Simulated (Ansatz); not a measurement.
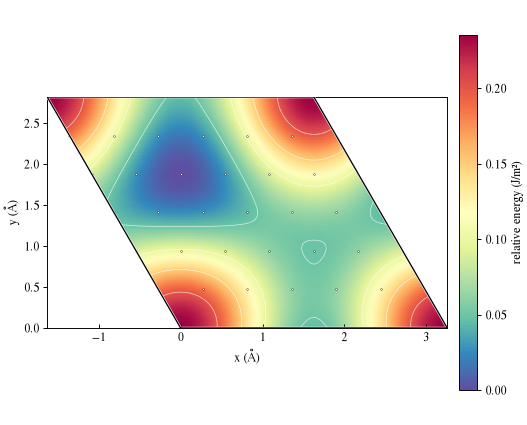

A bilayer of two P sheets of the honeycomb type (4 atoms in the cell). The upper layer of a bilayer is slid over the lower one; relaxed at each slide: nothing; the origin of the map has P4 above P1; the distance between the facing planes is held at 3.31 Å. Places are given modulo a cell vector. The map is drawn in real space over the plane of the slide. The scan uses a 6 × 6 grid; 10 points were computed and 26 follow by symmetry. Energies are in J/m², from the lowest grid point. At a held distance the lowest stacking need not be the one that binds best once the distance relaxes. Theory: Ansatz, DFT PBE+D3(BJ), scalar-relativistic, plane waves, PAW. Settings: cutoff 420 eV, k-mesh 9×9×1, gaussian smearing 0.05 eV, no spin polarisation.

Drawn: a smooth colour map with a few white contour lines, dots at the grid points, the outline of one cell of the plane. Between grid points the surface is interpolated.

The lowest grid point is at (2/6, 4/6) of the cell vectors. The highest grid point, (0/6, 0/6) of the cell vectors, lies 0.235 J/m² above the lowest. Facing atoms of the upper layer at the lowest point: P above P of a deeper plane; at the highest: P above P.

The system is changed to a bilayer of two C sheets of the honeycomb type (4 atoms in the cell); with it change k-mesh 15×15×1 (before 9×9×1), smearing 0.1 eV (before 0.05 eV).

> How does the landscape change?

The lowest place stays at (2/6, 4/6) of the cell vectors. The span from the lowest to the highest grid point shrinks from 0.235 to 0.079 J/m². In the new map: facing atoms of the upper layer at the lowest point: C above C, C above a hollow; at the highest: C above C.

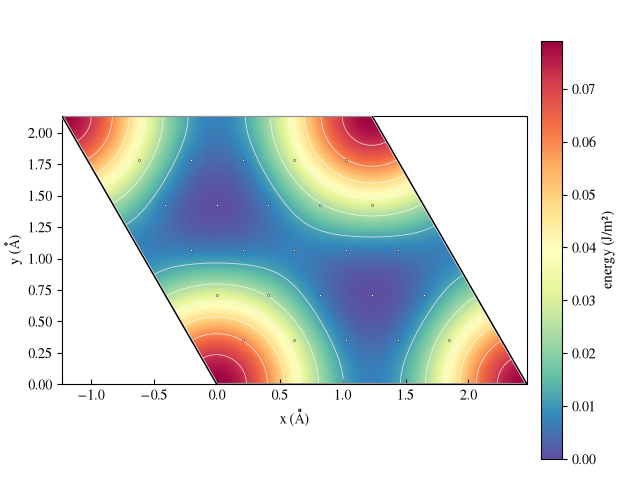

The map after the change, on a colour scale of its own. Drawn: a smooth colour map with a few white contour lines, dots at the grid points, the outline of one cell of the plane. Between grid points the surface is interpolated.
